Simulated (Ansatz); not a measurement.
**Run report: ZnO, geometry relaxation (part 2 of 2)**

The same run, continued: ZnO (P6₃mc, 4 atoms in the cell); DFT, PBE, plane waves, PAW, Ueff = -5 eV on Zn p, no spin polarisation (Ansatz 0.2.0); cutoff 420 eV, 9×9×6 k-mesh, Gaussian smearing of 0.02 eV. The structure derives from a Materials Project entry. Some settings of this run were made unusual or wrong on purpose.

Geometry of the input (Å; fractional positions):
```
3.2374  0.0000  0.0000
-1.6187  2.8036  0.0000
0.0000  0.0000  5.2221
Zn 0.6667  0.3333  0.5006
Zn 0.3333  0.6667  0.0006
O  0.6667  0.3333  0.8797
O  0.3333  0.6667  0.3797
```

The program's output, continued
```
SCF iter   1: F=—  HF=-7777.744007 eV  |F-HF|=—  |Δ(HF+E_count)|=         —  Δρ=1.79e-4  dr2=7.68e-6  ethr=2.31e-8  ⟨swp⟩=2.1  Hψ=5261  notcnv=0
preconditioner: auto → Resta (q_TF=auto, 2.597 Å⁻¹)  ε∞=8.1  [insulator: Δε(μ)=1.001 eV  Ē_g=12.011 eV  σ=0.020 eV  W_gap=1.00  n_scr=22 (ndim 8)  ℏωp=32.0 eV  f_vac=0.022  D(μ)=0.00/eV (n_scr^D=0)  ε∞_Penn≈8.1]
SCF iter   2: F=—  HF=-7777.744005 eV  |F-HF|=—  |Δ(HF+E_count)|=   2.25e-6  Δρ=8.24e-5  dr2=1.39e-6  ethr=2.13e-8  ⟨swp⟩=2.6  Hψ=1935  notcnv=0
SCF iter   3: F=—  HF=-7777.744004 eV  |F-HF|=—  |Δ(HF+E_count)|=   3.22e-7  Δρ=2.85e-5  dr2=3.11e-7  ethr=3.87e-9  ⟨swp⟩=2.1  Hψ=1711  notcnv=0
SCF iter   4: F=-7777.744004 eV  HF=-7777.744004 eV  |F-HF|=4.43e-9  |Δ(HF+E_count)|=   1.95e-8  Δρ=1.20e-5  dr2=5.62e-8  ethr=3.03e-10  ⟨swp⟩=4.9  Hψ=4244  notcnv=0
SCF 6 converged in 4 iterations: F = -7777.744004 eV  dr2 = 5.62e-8
relax step   6: F+E_penalty+E_count = -7777.74400424 eV  Δ(F+E_penalty+E_count) = +1.757e-4 eV  max|allowed force component| = 1.505e-4 eV/Å  Δτ_max = 0.0006 Å  P = +0.004 GPa  Ω = 48.432 Å³  energy of the carried Pulay correction = -2.071e-4 eV  (4 SCF iters, dr2 threshold 1.09e-7 eV, accepted)
iter 1 solved again at ethr=1.67e-7 eV; its pass at ethr=3.10e-3 eV (dr2=6.03e-5 eV) is discarded
SCF iter   1: F=—  HF=-7777.744215 eV  |F-HF|=—  |Δ(HF+E_count)|=         —  Δρ=4.58e-5  dr2=7.92e-8  ethr=1.67e-7  ⟨swp⟩=3.0  Hψ=7526  notcnv=0
preconditioner: auto → Resta (q_TF=auto, 2.597 Å⁻¹)  ε∞=8.1  [insulator: Δε(μ)=1.002 eV  Ē_g=12.012 eV  σ=0.020 eV  W_gap=1.00  n_scr=22 (ndim 8)  ℏωp=32.0 eV  f_vac=0.022  D(μ)=0.00/eV (n_scr^D=0)  ε∞_Penn≈8.1]
SCF iter   2: F=—  HF=-7777.744222 eV  |F-HF|=—  |Δ(HF+E_count)|=   7.61e-6  Δρ=2.35e-5  dr2=3.33e-8  ethr=2.20e-10  ⟨swp⟩=2.4  Hψ=1882  notcnv=0
SCF iter   3: F=—  HF=-7777.744225 eV  |F-HF|=—  |Δ(HF+E_count)|=   2.97e-6  Δρ=6.01e-6  dr2=9.58e-9  ethr=9.26e-11  ⟨swp⟩=2.0  Hψ=1822  notcnv=0
SCF iter   4: F=—  HF=-7777.744225 eV  |F-HF|=—  |Δ(HF+E_count)|=   5.09e-8  Δρ=3.27e-6  dr2=1.29e-9  ethr=2.66e-11  ⟨swp⟩=2.0  Hψ=1814  notcnv=0
SCF iter   5: F=—  HF=-7777.744225 eV  |F-HF|=—  |Δ(HF+E_count)|=   5.15e-8  Δρ=1.60e-6  dr2=1.04e-9  ethr=3.59e-12  ⟨swp⟩=2.0  Hψ=1902  notcnv=0
SCF iter   6: F=—  HF=-7777.744225 eV  |F-HF|=—  |Δ(HF+E_count)|=  3.33e-10  Δρ=5.23e-7  dr2=1.02e-10  ethr=2.89e-12  ⟨swp⟩=2.1  Hψ=1812  notcnv=0
SCF iter   7: F=-7777.744225 eV  HF=-7777.744225 eV  |F-HF|=2.73e-12  |Δ(HF+E_count)|=  2.86e-10  Δρ=1.46e-7  dr2=8.68e-12  ethr=1.00e-12  ⟨swp⟩=4.6  Hψ=3924  notcnv=0
SCF 7 converged in 7 iterations: F = -7777.744225 eV  dr2 = 8.68e-12
relax step   7: F+E_penalty+E_count = -7777.74422516 eV  Δ(F+E_penalty+E_count) = -2.209e-4 eV  max|allowed force component| = 3.115e-5 eV/Å  Δτ_max = 0.0000 Å  P = +0.006 GPa  Ω = 48.432 Å³  stress off target by 1.82e-2 GPa  SCF on the basis re-selected at this cell (its energy is not comparable with the rows above)  (7 SCF iters)
```

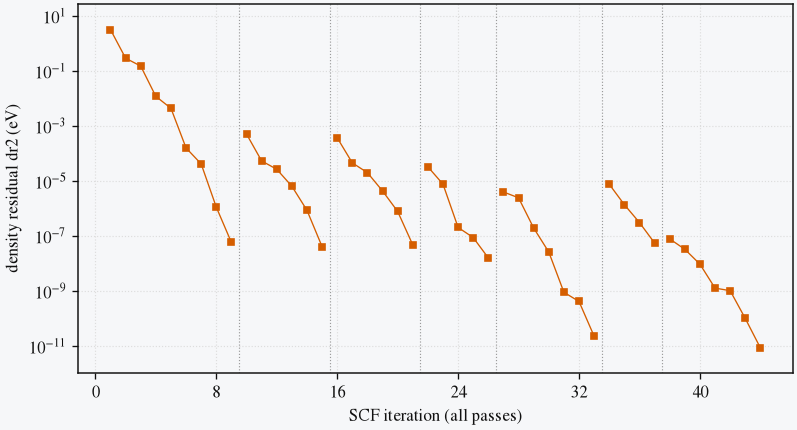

Figure 1. Convergence of the self-consistent field: density residual dr2 against the SCF iteration. The dotted lines part the SCF passes of the relaxation: geometry steps, rejected trials and re-solves on a re-selected basis. The 7 passes take 4 to 9 iterations each, 44 in all.

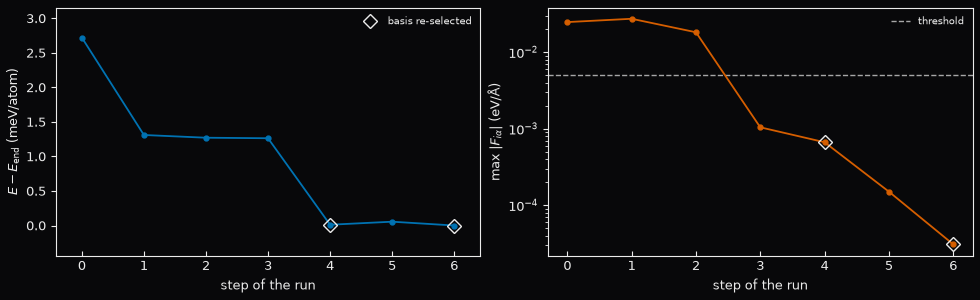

Figure 2. Progress of the relaxation, step by step (the first geometry is step 0 here and step 1 in the log).

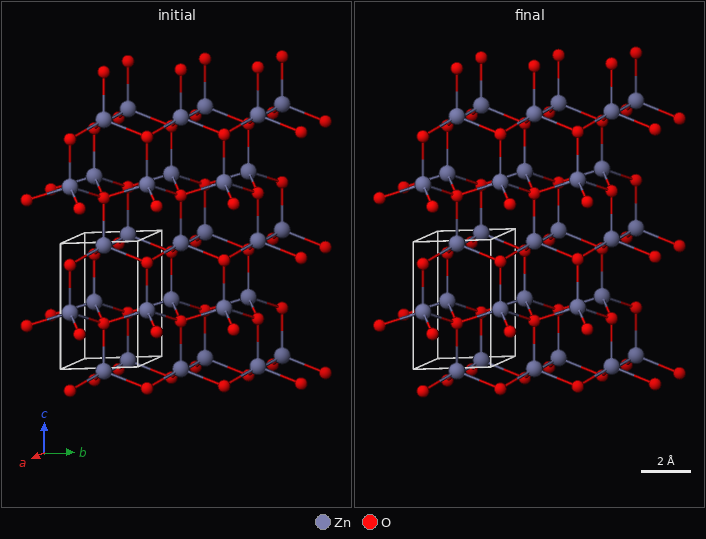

Figure 3. Before (left) and after (right) the relaxation, at one scale (ball-and-stick view of the cell of the calculation, repeated 2 × 3 × 2, with bonded neighbours outside it, seen slightly off an axis). Over 4 geometry steps the energy falls by 2.7 meV per atom. Largest force component: 0.025 eV/Å at the start, under 0.0001 eV/Å at the end. Pressure: 3.16 GPa at the start and 0.01 GPa at the end. The basis was re-selected once at an unchanged geometry, which shifts the energy a little without any move. The largest moves relative to the cell, 0.007 Å, are those of Zn1, Zn2, O3 and O4. Largest moves by element: O 0.007 Å, Zn 0.007 Å. The volume changes by +2.2 %, with a = b 3.237 → 3.252 Å (+0.4 %), c 5.222 → 5.290 Å (+1.3 %). Distances before and after: Zn1–O4 1.973 → 1.988 Å, Zn1–O3 1.980 → 1.991 Å. The space group stays P6_3mc (No. 186). The energy change given includes the shifts at the re-selections in mid-walk, which come without any move. A last SCF at the same geometry on a re-selected plane-wave basis shifts the energy by −0.1 meV per atom. (Atoms are counted from 1 in the order of the input.)

```
basis re-selected at this cell: Δ(F+E_penalty+E_count) = -2.209e-4 eV, ΔP = +0.002 GPa vs the last step (what re-selecting the basis moved, of the pressure what is left beyond the Pulay correction that the steps carried, after the strain that the cell walked since its last selection, with what the two solves' SCF thresholds leave and, on support functions, any second-order correction that the steps lacked; it is no measure of the basis error at this ecutwfc). This SCF's stress stands 1.82e-2 GPa from its target on what of the cell is left free (relax.cell.stress_tol is 5.00e-2 GPa) and its largest allowed force component is 3.11e-5 eV/Å (relax.f_tol is 5.00e-3 eV/Å): within both
SCF converged after 7 iterations
Free energy (F): -7777.744225 eV
Harris-Foulkes:  -7777.744225 eV  (|F-HF|=2.73e-12)
Internal energy: -7777.744225 eV  (E = F + TS)
E sigma→0 (E₀):  -7777.744225 eV
Fermi energy:    7.074897 eV
--- Per-component energies (eV) ---
  E_band       = 46.788238
  E_kinetic    = 607.072601
  E_local      = -4015.719025  (includes V_loc(G=0)·N_el)
  E_nonlocal   = 1333.199545
  E_hartree    = 1645.430066
  E_xc         = -418.742028
  E_vxc        = -288.337761  (∫ρ·V_xc dr)
  E_hubbard    = -4.247495  (on-site DFT+U / exact-exchange correction)
  E_vhub       = -3.372991  (the Hubbard potential's part of the band-sum identity)
  E_paw        = -3978.802394  (= ΣΔE_a)
  E_vpaw       = -876.918387  (= ΣTr[D̂ρ^β])
  E_aug_tail   = 0.004148  (compensation charges beyond the density's cutoff)
  E_ewald      = -2945.939644
  E_smearing   = -0.000000  (= −TS)
  E_closure    = 0.000000  (closes the sum)
  Σ components = -7777.744225   (vs F -7777.744225, Δ=0.00e0)
--- Forces (eV/Å), atoms counted from 1 ---
  atom   1  Zn    -0.00000000     0.00000000    -0.00003041
  atom   2  Zn     0.00000000    -0.00000000    -0.00003041
  atom   3  O      0.00000000    -0.00000000     0.00003188
  atom   4  O     -0.00000000     0.00000000     0.00003188
  max |Σ_I F_I| component: 2.95e-6 eV/Å
--- Stress (GPa, compression-positive) ---
        0.000630      -0.000000       0.000000
       -0.000000       0.000630      -0.000000
        0.000000      -0.000000       0.018226
  P = ⅓ Tr σ = 0.0065 GPa (0.065 kbar)
--- Band table (eV; the first three rows and the last of 48) ---
  k-point 0: bands = ["-11.3915", "-10.9274", "0.8611", "1.1689", "1.1689", "1.1735", "1.3572", "1.3572", "2.3730", "2.3730", "2.5680", "2.5680", "2.7952", "5.7630", "5.7630", "6.4839", "6.5740", "6.5740", "7.5756", "11.5692", "14.1477", "18.3530"]
  k-point 1: bands = ["-11.6186", "-11.0052", "0.8148", "1.1233", "1.1765", "1.1765", "1.3388", "1.3388", "2.3904", "2.3904", "2.5601", "2.5601", "3.0440", "5.8178", "5.8178", "5.9529", "6.5207", "6.5207", "7.7669", "11.2690", "14.4451", "18.3716"]
  k-point 2: bands = ["-11.6315", "-11.2031", "0.7747", "0.9793", "1.2006", "1.2006", "1.2933", "1.2933", "2.4351", "2.4351", "2.5340", "2.5340", "3.6420", "5.1446", "5.9673", "5.9673", "6.3738", "6.3738", "8.6333", "10.5473", "15.2037", "17.7328"]
  k-point 47: bands = ["-10.8346", "-10.8346", "1.1049", "1.1049", "1.2344", "1.2344", "1.9012", "1.9012", "2.3559", "2.3559", "2.8482", "2.8482", "3.0833", "3.0833", "3.8411", "3.8411", "5.2655", "5.2655", "13.5677", "13.5677", "13.7503", "13.7503"]
Occupation matrices written to [file]
--- Relaxed structure (5 steps of the walk, 5 accepted, 2 SCFs on fresh bases) ---
  F+E_penalty+E_count = -7777.74422516 eV   max|allowed force component| = 3.115e-5 eV/Å   (the final SCF, on the basis selected at the relaxed cell)
  cell:  # Å, volume = 48.4319 Å³
    - [3.2515415831016856, -2.899410507832039e-11, 3.600476942469785e-35]
    - [-1.6257707915257333, 2.815917612442027, -4.158203218943394e-34]
    - [5.807807421640591e-35, -7.409790049799558e-34, 5.289593704533332]
  atoms:
    - { symbol: Zn, position: [0.6666666666666666, 0.33333333333333337, 0.5019977608038121] }
    - { symbol: Zn, position: [0.33333333333333326, 0.6666666666666667, 0.001997760803811986] }
    - { symbol: O, position: [0.6666666666666666, 0.33333333333333337, 0.8783122391961881] }
    - { symbol: O, position: [0.33333333333333326, 0.6666666666666667, 0.37831223919618795] }
```

Trajectory as extended XYZ (Å, eV, eV/Å), 7 frames, from step=1 to step=7
```
4
Lattice="3.2374 0.0000 0.0000 -1.6187 2.8036 0.0000 0.0000 0.0000 5.2221" Properties=species:S:1:pos:R:3:forces:R:3 step=1 energy=-7777.73334 pressure_GPa=3.16
Zn    1.6187    0.9345    2.6141    0.0000   0.0000   0.0247
Zn    0.0000    1.8691    0.0031    0.0000   0.0000   0.0247
O     1.6187    0.9345    4.5939    0.0000   0.0000  -0.0247
O     0.0000    1.8691    1.9829    0.0000   0.0000  -0.0247
4
Lattice="3.2454 0.0000 0.0000 -1.6227 2.8106 0.0000 0.0000 0.0000 5.2551" Properties=species:S:1:pos:R:3:forces:R:3 step=2 energy=-7777.73898 pressure_GPa=1.40
Zn    1.6227    0.9369    2.6330    0.0000   0.0000   0.0273
Zn    0.0000    1.8737    0.0054    0.0000   0.0000   0.0273
O     1.6227    0.9369    4.6207    0.0000   0.0000  -0.0273
O     0.0000    1.8737    1.9931    0.0000   0.0000  -0.0273
4
Lattice="3.2521 0.0000 0.0000 -1.6260 2.8164 0.0000 0.0000 0.0000 5.2822" Properties=species:S:1:pos:R:3:forces:R:3 step=3 energy=-7777.73914 pressure_GPa=0.01
Zn    1.6260    0.9388    2.6492    0.0000   0.0000   0.0182
Zn    0.0000    1.8776    0.0081    0.0000   0.0000   0.0182
O     1.6260    0.9388    4.6419    0.0000   0.0000  -0.0182
O     0.0000    1.8776    2.0008    0.0000   0.0000  -0.0182
4
Lattice="3.2515 0.0000 0.0000 -1.6258 2.8159 0.0000 0.0000 0.0000 5.2848" Properties=species:S:1:pos:R:3:forces:R:3 step=4 energy=-7777.73917 pressure_GPa=-0.01
Zn    1.6258    0.9386    2.6523    0.0000   0.0000   0.0010
Zn    0.0000    1.8773    0.0099    0.0000   0.0000   0.0010
O     1.6258    0.9386    4.6423    0.0000   0.0000  -0.0011
O     0.0000    1.8773    1.9999    0.0000   0.0000  -0.0011
4
Lattice="3.2515 0.0000 0.0000 -1.6258 2.8159 0.0000 0.0000 0.0000 5.2848" Properties=species:S:1:pos:R:3:forces:R:3 step=5 energy=-7777.74418 pressure_GPa=0.14
Zn    1.6258    0.9386    2.6523    0.0000   0.0000   0.0007
Zn    0.0000    1.8773    0.0099    0.0000   0.0000   0.0007
O     1.6258    0.9386    4.6423    0.0000   0.0000  -0.0007
O     0.0000    1.8773    1.9999    0.0000   0.0000  -0.0007
4
Lattice="3.2515 0.0000 0.0000 -1.6258 2.8159 0.0000 0.0000 0.0000 5.2896" Properties=species:S:1:pos:R:3:forces:R:3 step=6 energy=-7777.74400 pressure_GPa=0.00
Zn    1.6258    0.9386    2.6554    0.0000   0.0000  -0.0002
Zn    0.0000    1.8773    0.0106    0.0000   0.0000  -0.0002
O     1.6258    0.9386    4.6459    0.0000   0.0000   0.0001
O     0.0000    1.8773    2.0011    0.0000   0.0000   0.0001
4
Lattice="3.2515 0.0000 0.0000 -1.6258 2.8159 0.0000 0.0000 0.0000 5.2896" Properties=species:S:1:pos:R:3:forces:R:3 step=7 energy=-7777.74423 pressure_GPa=0.01
Zn    1.6258    0.9386    2.6554    0.0000   0.0000   0.0000
Zn    0.0000    1.8773    0.0106    0.0000   0.0000   0.0000
O     1.6258    0.9386    4.6459    0.0000   0.0000   0.0000
O     0.0000    1.8773    2.0011    0.0000   0.0000   0.0000
```

Outcome

- outcome: converged
- space group (tolerance 0.01 Å): P6₃mc (186)
- electrons treated: 36
- free energy: −7777.7442 eV
- Fermi energy: 7.075 eV
- gap on the k-point mesh: 1.00 eV
- pressure: 0.01 GPa
- final volume: 48.43 Å³
- largest force (length of the vector) at the end: under 0.001 eV/Å
- final cell: a = 3.252 Å, b = 3.252 Å, c = 5.290 Å, α = 90.00°, β = 90.00°, γ = 120.00°
- wall time: 7.6 s (CPU time 53 s)
- peak memory: 0.49 GiB

A setting was made wrong on purpose: an enormous or negative U (`hamiltonian.hubbard`). Such a U drives the occupations to unphysical values. The program still converged, but the numbers can't be taken as results for the intended system.
